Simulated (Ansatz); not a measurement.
VSi₃₁ (cell charge −1, with a compensating background) (cell with a defect)

Input

```
crystal:
  lattice:
    - [5.4338341026, 5.4338341026, -5.4338341026]
    - [-5.4338341026, -5.4338341026, -5.4338341026]
    - [-5.4338341026, 5.4338341026, 5.4338341026]
  atoms:
    - { symbol: V, position: [0.2496424941, 0.5002258702, 0.0005400903], spin: 4.0 }
    - { symbol: Si, position: [0.501268394, 0.2497154687, 0.000377524] }
    - { symbol: Si, position: [0.7496282724, 0.0001855211, 0.00048625] }
    - { symbol: Si, position: [0.7496660041, 0.5001076644, 0.5003757355] }
    - { symbol: Si, position: [-0.0007235543, 0.5000893426, 0.2520324063] }
    - { symbol: Si, position: [0.2496092589, 0.2495939522, 0.2520200549] }
    - { symbol: Si, position: [0.4999272059, 0.0021027411, 0.2507200532] }
    - { symbol: Si, position: [0.7515765324, 0.750310388, 0.2506508251] }
    - { symbol: Si, position: [-0.0008721876, 0.751758469, 0.000371856] }
    - { symbol: Si, position: [0.5012657767, 0.5000264241, 0.7498714044] }
    - { symbol: Si, position: [0.7475215502, 0.2483454902, 0.7486187727] }
    - { symbol: Si, position: [-0.0021063911, 0.2483648896, 0.4983607361] }
    - { symbol: Si, position: [0.249590127, 8.60675e-05, 0.5004296304] }
    - { symbol: Si, position: [0.5000216635, 0.7504999489, 0.5025269037] }
    - { symbol: Si, position: [-0.0020889263, -0.0020190973, 0.7486411436] }
    - { symbol: Si, position: [0.2495662429, 0.7516803132, 0.7499465816] }
    - { symbol: Si, position: [0.2495023014, 0.7554353647, 0.0003395996] }
    - { symbol: Si, position: [0.5047926445, 0.5000036428, 0.0002268005] }
    - { symbol: Si, position: [0.7503407036, 0.2493499976, 0.000352537] }
    - { symbol: Si, position: [0.7488376807, 0.7485332263, 0.4995903238] }
    - { symbol: Si, position: [0.0011450541, 0.7508796015, 0.2512027968] }
    - { symbol: Si, position: [0.2496921698, 0.5000598075, 0.255826313] }
    - { symbol: Si, position: [0.5004529928, 0.2516268415, 0.2511900147] }
    - { symbol: Si, position: [0.7488327933, -0.0007313886, 0.2488947266] }
    - { symbol: Si, position: [-0.0012512975, 0.0008106363, 0.0003145845] }
    - { symbol: Si, position: [0.5004474763, 0.7509142318, 0.7520032758] }
    - { symbol: Si, position: [0.7503509166, 0.5000386437, 0.7495377415] }
    - { symbol: Si, position: [-0.0011865851, 0.5000165965, 0.501043988] }
    - { symbol: Si, position: [0.2495374639, 0.2492400929, 0.5010660319] }
    - { symbol: Si, position: [0.4980119264, -0.0006960412, 0.4995923451] }
    - { symbol: Si, position: [-0.0056097047, 0.2448354749, 0.7451895212] }
    - { symbol: Si, position: [0.2496192159, 0.0007823635, 0.7496273709] }
  host:
    lattice:
      - [0.0, 2.7169170513, 2.7169170513]
      - [2.7169170513, 0.0, 2.7169170513]
      - [2.7169170513, 2.7169170513, 0.0]
    atoms:
      - { symbol: Si, position: [0.25, 0.25, 0.25] }
      - { symbol: Si, position: [0.0, 0.0, 0.0] }
total_charge: -1
basis:
  ecutwfc: 420
  xc_grid: 2
kpoints:
  mp_grid: { grid: [3, 3, 3], shift: [0.0, 0.0, 0.0] }
hamiltonian:
  xc: pbesol
scf:
  occupations: { method: gaussian, width: 0.02 }
output:
  forces: true
  stress: false
  eigenvalues: true
  populations: true
  charged_corrections:
    defect_position: [0.25, 0.5, 0.0]
    epsilon: [[13.2922, 0.0, 0.0], [0.0, 13.2922, 0.0], [0.0, 0.0, 13.2922]]
  write_density: true
  write_potential: true
  elf: true
  volumetric_format: npy
magnetization:
  spin_polarized: true
relax:
  adjacent_minimum: "off"
  f_tol: 0.025
  max_steps: 45
```

Command:

```sh
ansatz run input.yaml --threads 4 --pin off --max-ram 10240MiB --backend cpu --events-out ev --progress --plain --runs-dir out
```

Spin-polarised.

The calculation used DFT PBEsol, scalar-relativistic, plane waves, PAW in Ansatz.

The density is the valence pseudo-density of a PAW calculation; it isn't the true density close to the nuclei.

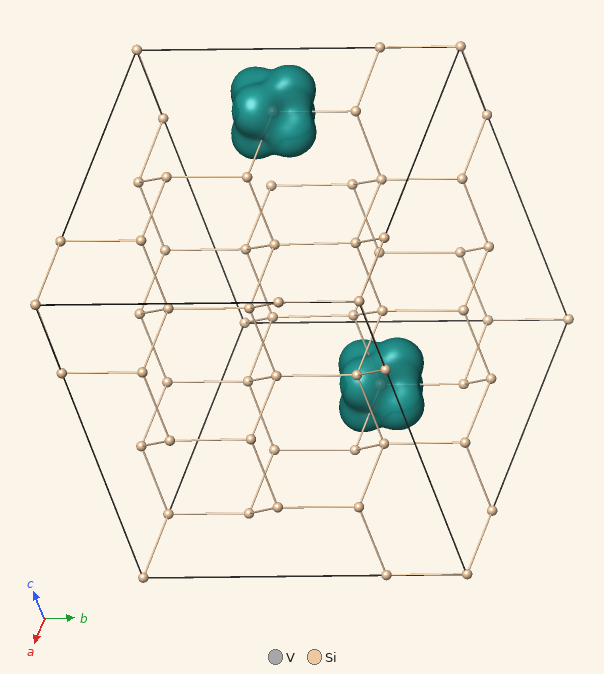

Figure 1. Isosurface of the spin density at +0.03 e/Å³ (teal), seen at an oblique angle. Sticks mark near contacts.

### Which atoms carry the moments, and with what signs?

The spin density sits on V: +1.5 μB in one cell of 32 atoms: a single local moment. The cell of the calculation (32 atoms) carries 2.0 μB of net spin moment.

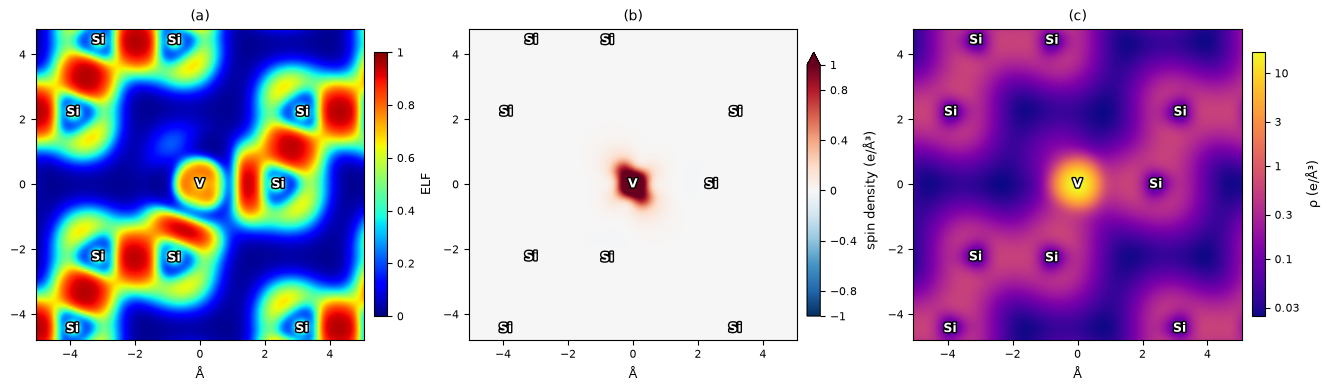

Figure 2. (a) ELF; (b) spin density (up minus down); (c) valence electron density on the (11̄0) plane of the calculation cell.

### Describe what can be read from this map.

Atoms in the plane: V and Si.
Si–Si (2.34 Å): the density is about 0.57 e/Å³ at the midpoint; the ELF peaks at about 0.95 between the atoms, as expected for a shared electron pair.
V–Si (2.40 Å): the density is about 0.52 e/Å³ at the midpoint; the ELF peaks at about 0.95 between the atoms.
Between the atoms the lowest density in this plane is 0.02 e/Å³.
The features right at V lie inside the PAW spheres, where the map follows smoothed inner orbitals and isn't to be read closely.

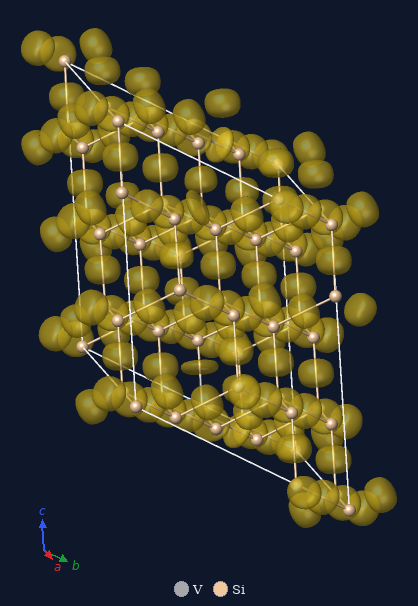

Figure 3. Isosurface of the electron localisation function at 0.85 (yellow), seen slightly off an axis. Only the valence region is drawn (cores and ρ < 0.01 e/Å³ removed). Sticks mark near contacts.

### What do the ELF domains correspond to?

At this value the surface marks out 60 regions between bonded Si–Si atoms (shared pairs) and four lobes of the valence shell of Si pointing towards V (polar bonds), counted in one cell of 32 atoms. Regions shared between cells count once.

### Metal or insulator at this level of theory?

It is gapped, with a Kohn–Sham gap of 0.30 eV on the k-point mesh, an upper bound to the gap of this method.
